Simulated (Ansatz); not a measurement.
**Energy of GeSi along an even scaling of the cell**

System: GeSi (P6₃mc, 4 atoms in the cell).
Method: DFT PBEsol, scalar-relativistic, plane waves, PAW, PAW set soft_1, no spin polarisation (Ansatz 0.2.0).

The 6 runs differ only in the geometry, by an even scaling of the cell at fixed fractional positions. The structure derives from a Materials Project entry.

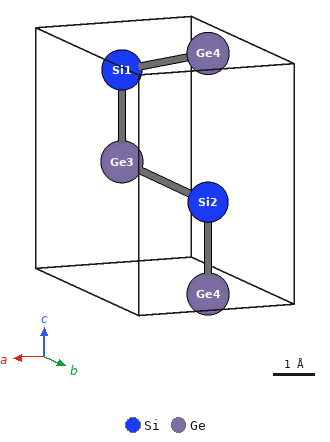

Figure 1. The structure of run 4 (ball-and-stick view of the cell of the calculation, seen at an oblique angle; atoms are numbered from 1 in the order of the input).

### Input of run 4
```yaml
crystal:
  lattice:
    - [3.900465387, 0.0, 0.0]
    - [-1.9502326935, 3.3779021117, 0.0]
    - [0.0, 0.0, 6.4431565742]
  atoms:
    - { symbol: Si, position: [0.6666666667, 0.3333333333, 0.8745463082] }
    - { symbol: Si, position: [0.3333333333, 0.6666666667, 0.3745463082] }
    - { symbol: Ge, position: [0.6666666667, 0.3333333333, 0.4926925203] }
    - { symbol: Ge, position: [0.3333333333, 0.6666666667, -0.0073074797] }
basis:
  ecutwfc: 420
kpoints:
  mp_grid: { grid: [12, 12, 6] }
hamiltonian:
  xc: pbesol
  pseudopotentials: { kind: paw, azcp: { folder: soft_1 } }
scf:
  occupations: { method: gaussian, width: 0.03 }
output:
  forces: true
  stress: true
  eigenvalues: true
```

Command:
```bash
ansatz run input.yaml --threads 1 --pin off --max-ram 2048MiB --backend cpu --events-out ev --progress --plain --runs-dir out
```

Run 5 differs from it as follows:
```diff
-    - [3.900465387, 0.0, 0.0]
-    - [-1.9502326935, 3.3779021117, 0.0]
-    - [0.0, 0.0, 6.4431565742]
+    - [3.9686298291, 0.0, 0.0]
+    - [-1.9843149145, 3.4369342502, 0.0]
+    - [0.0, 0.0, 6.5557570282]
```

### Results, with one run withheld

| run | volume per atom (Å³) | free energy per atom, from the lowest run given (meV) | pressure (GPa) | gap on the mesh (eV) |
| --- | --- | --- | --- | --- |
| 1 | 19.525 | 41.76 | 8.33 | 0.22 |
| 2 | 20.091 | 18.00 | 5.20 | 0.26 |
| 3 | 20.657 | 4.54 | 2.49 | 0.29 |
| 4 | 21.223 | 0.00 | 0.14 | 0.32 |
| 5 | 22.355 | ? | ? | ? |
| 6 | 22.921 | 28.44 | −5.12 | 0.09 |

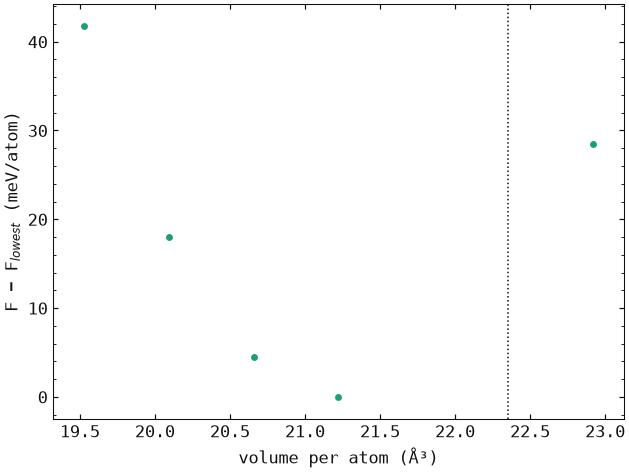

Figure 2. Free energy per atom of the runs given; the dotted line marks run 5.

Estimate the energy of run 5 from the others.

A cubic polynomial in V^(−2/3) (the Birch–Murnaghan form), fitted to the 5 runs given, misses them by at most 0.01 meV per atom. With x = V^(−2/3) − 0.13209 Å⁻², it reads F = 2.2678 + 2558.4 x + 7.1753e+05 x² + 1.3343e+06 x³ (meV per atom). At run 5 it gives 12.92 meV per atom, and the run itself gives 12.94. The slope of the fit gives a pressure −dF/dV of −3.62 GPa there, and the run prints −3.62 GPa. The fit has its minimum at 21.261 Å³ per atom, where V d²F/dV² gives 80.8 GPa. Cell shape and fractional positions are held, so this is the stiffness under even scaling; the relaxed bulk modulus wasn't computed. The gap on the mesh lies between 0.09 eV (run 6) and 0.32 eV (run 4); run 5 has 0.17 eV. These are gaps of this functional on this mesh, which can miss the band edges; they aren't the measured gap.

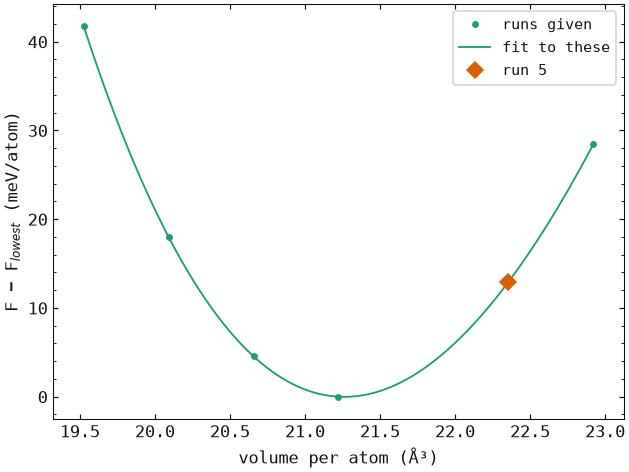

Figure 3. The fit and the withheld run.

### Output, shortened to warnings, some set-up lines, iterations and results (run 5)
```
Warning: [file] the record states the generating functional pbe (its physics header spells it `PBE`), which answers neither for hamiltonian.xc's functional nor for the pbesol family's — results may be inconsistent (PPs are generated against a specific XC)
Warning: [file] the record states the generating functional pbe (its physics header spells it `PBE`), which answers neither for hamiltonian.xc's functional nor for the pbesol family's — results may be inconsistent (PPs are generated against a specific XC)
Basis set: ecut = 420 eV, 1761 PW (Γ), exchange–correlation on 54×54×90 points (8 copies of the dense FFT grid, shifted against one another)
Symmetry: 12 space group operations
k-points: 76 of 864 (time reversal used)
Initial density: superposition of atomic densities (chi_scale 0.1, normalization cell, long waves kept (reshape's long-wave potential 0.00 eV rms))
[...]
SCF iter   1: F=—  HF=-9750.033045 eV  |F-HF|=—  |Δ(HF+E_count)|=         —  Δρ=3.84e-2  dr2=1.09e0  ethr=3.10e-3  ⟨swp⟩=6.9  Hψ=8726  notcnv=0
SCF iter   2: F=—  HF=-9749.889973 eV  |F-HF|=—  |Δ(HF+E_count)|=   1.43e-1  Δρ=2.29e-2  dr2=4.16e-1  ethr=3.02e-3  ⟨swp⟩=1.0  Hψ=2280  notcnv=0
SCF iter   3: F=—  HF=-9749.803354 eV  |F-HF|=—  |Δ(HF+E_count)|=   8.66e-2  Δρ=2.48e-3  dr2=7.39e-3  ethr=1.16e-3  ⟨swp⟩=2.6  Hψ=2455  notcnv=0
SCF iter   4: F=—  HF=-9749.799914 eV  |F-HF|=—  |Δ(HF+E_count)|=   3.44e-3  Δρ=1.63e-3  dr2=2.79e-3  ethr=2.05e-5  ⟨swp⟩=2.0  Hψ=3345  notcnv=0
SCF iter   5: F=—  HF=-9749.801362 eV  |F-HF|=—  |Δ(HF+E_count)|=   1.45e-3  Δρ=5.18e-4  dr2=3.49e-4  ethr=7.75e-6  ⟨swp⟩=2.0  Hψ=3318  notcnv=0
SCF iter   6: F=—  HF=-9749.801709 eV  |F-HF|=—  |Δ(HF+E_count)|=   3.47e-4  Δρ=1.04e-4  dr2=1.37e-5  ethr=9.68e-7  ⟨swp⟩=2.0  Hψ=2263  notcnv=0
SCF iter   7: F=—  HF=-9749.801730 eV  |F-HF|=—  |Δ(HF+E_count)|=   2.15e-5  Δρ=2.01e-5  dr2=4.84e-7  ethr=3.80e-8  ⟨swp⟩=2.0  Hψ=2280  notcnv=0
SCF iter   8: F=-9749.801731 eV  HF=-9749.801731 eV  |F-HF|=5.88e-9  |Δ(HF+E_count)|=   9.50e-7  Δρ=2.84e-6  dr2=7.71e-9  ethr=2.78e-10  ⟨swp⟩=7.0  Hψ=7208  notcnv=0
SCF 1 converged in 8 iterations: F = -9749.801731 eV  dr2 = 7.71e-9
SCF converged after 8 iterations
Free energy (F): -9749.801731 eV
Harris-Foulkes:  -9749.801731 eV  (|F-HF|=5.88e-9)
Internal energy: -9749.801731 eV  (E = F + TS)
E sigma→0 (E₀):  -9749.801731 eV
Entropy (-TS):   -0.000000 eV (-0.000 meV/atom)
Fermi energy:    7.064766 eV
--- Per-component energies (eV) ---
  E_band       = -325.415568
  E_kinetic    = 263.755404
  E_local      = -4929.644824  (includes V_loc(G=0)·N_el)
  E_nonlocal   = 484.530327
  E_hartree    = 2334.022977
  E_xc         = -252.360847
  E_vxc        = -223.842915  (∫ρ·V_xc dr)
  E_paw        = -4941.029550  (= ΣΔE_a)
  E_vpaw       = -588.260922  (= ΣTr[D̂ρ^β])
  E_aug_tail   = 0.000110  (compensation charges beyond the density's cutoff)
  E_ewald      = -2710.974325
  E_core_change = 1.898997  (= ΣΔE_core)
  E_smearing   = -0.000000  (= −TS)
  E_closure    = 0.000000  (closes the sum)
  Σ components = -9749.801731   (vs F -9749.801731, Δ=0.00e0)
--- Forces (eV/Å), atoms counted from 1 ---
  atom   1  Si    -0.00000000     0.00000000    -0.50218411
  atom   2  Si     0.00000000    -0.00000000    -0.50218411
  atom   3  Ge     0.00000000     0.00000000     0.50218341
  atom   4  Ge     0.00000000    -0.00000000     0.50218341
  max |Σ_I F_I| component: 1.42e-6 eV/Å
--- Stress (GPa, compression-positive) ---
       -2.951961       0.000000       0.000000
        0.000000      -2.951961       0.000000
       -0.000000       0.000000      -4.955821
  P = ⅓ Tr σ = -3.6199 GPa (-36.199 kbar)
```

The program warns: the PAW datasets were made with another functional.
